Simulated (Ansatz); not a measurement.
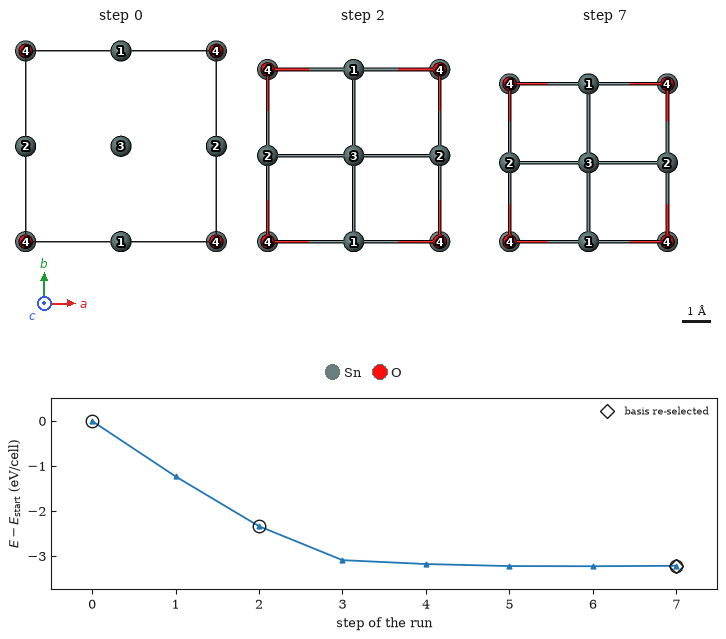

Frames of a relaxation of a crystal of Sn3O (a generated structure, set up in Im-3m) (coarse preliminary run), marked on the history of the run. A ball-and-stick model of the conventional cell (2 times the calculation's cell), seen along the c axis. Lengths and directions refer to the drawn axes.

These are results of DFT PBE, scalar-relativistic, plane waves, PAW in Ansatz 0.2.0, not measurements. Settings: plane-wave cutoff 420 eV; k-point mesh 4 × 4 × 4; occupations gaussian; smearing width 0.1 eV; no spin polarisation; cell and atoms relaxed; force threshold 0.04 eV/Å; at most 70 steps.

Describe the path.

Answer. The atoms keep their places relative to the cell (all moves are under 0.005 Å). Cell: a = b = c 6.898 → 5.708 Å (−17.3 %). Volume −43.3 %. Some distances before and after: Sn1–O4 3.449 → 2.854 Å, Sn1–Sn2 3.449 → 2.854 Å. New bonds form: Sn1–Sn2 (3.45 → 2.85 Å), Sn1–Sn3 (3.45 → 2.85 Å), Sn2–Sn3 (3.45 → 2.85 Å). The space group stays Im-3m (No. 229). The energy falls by 3.213 eV per cell of the calculation in 6 accepted moves (7 points after the start). All forces vanish by symmetry, so only the cell relaxes. The pressure goes from −8.29 to −0.15 GPa. The SCF was repeated once at an unchanged geometry on a basis and grid sized afresh for the cell, which shifted the energy by 9.6 meV per cell of the calculation at most. From step 0 to 2: volume −26.5 %, energy −2.335 eV per cell of the calculation. From step 2 to 7: volume −22.9 %, energy −0.878 eV per cell of the calculation.

```json
{"step": "0", "E − E(0), meV/atom": "0.00", "pressure, GPa": "-8.29", "volume, Å³/atom": "41.028", "note": ""}
{"step": "1", "E − E(0), meV/atom": "-307.40", "pressure, GPa": "-8.69", "volume, Å³/atom": "35.315", "note": ""}
{"step": "2", "E − E(0), meV/atom": "-583.63", "pressure, GPa": "-7.91", "volume, Å³/atom": "30.159", "note": ""}
{"step": "3", "E − E(0), meV/atom": "-771.81", "pressure, GPa": "-4.08", "volume, Å³/atom": "25.531", "note": ""}
{"step": "4", "E − E(0), meV/atom": "-793.41", "pressure, GPa": "3.61", "volume, Å³/atom": "21.969", "note": ""}
{"step": "5", "E − E(0), meV/atom": "-804.76", "pressure, GPa": "-0.62", "volume, Å³/atom": "23.509", "note": ""}
{"step": "6", "E − E(0), meV/atom": "-805.54", "pressure, GPa": "-0.03", "volume, Å³/atom": "23.245", "note": ""}
{"step": "7", "E − E(0), meV/atom": "-803.13", "pressure, GPa": "-0.15", "volume, Å³/atom": "23.245", "note": "same geometry, new basis"}
```
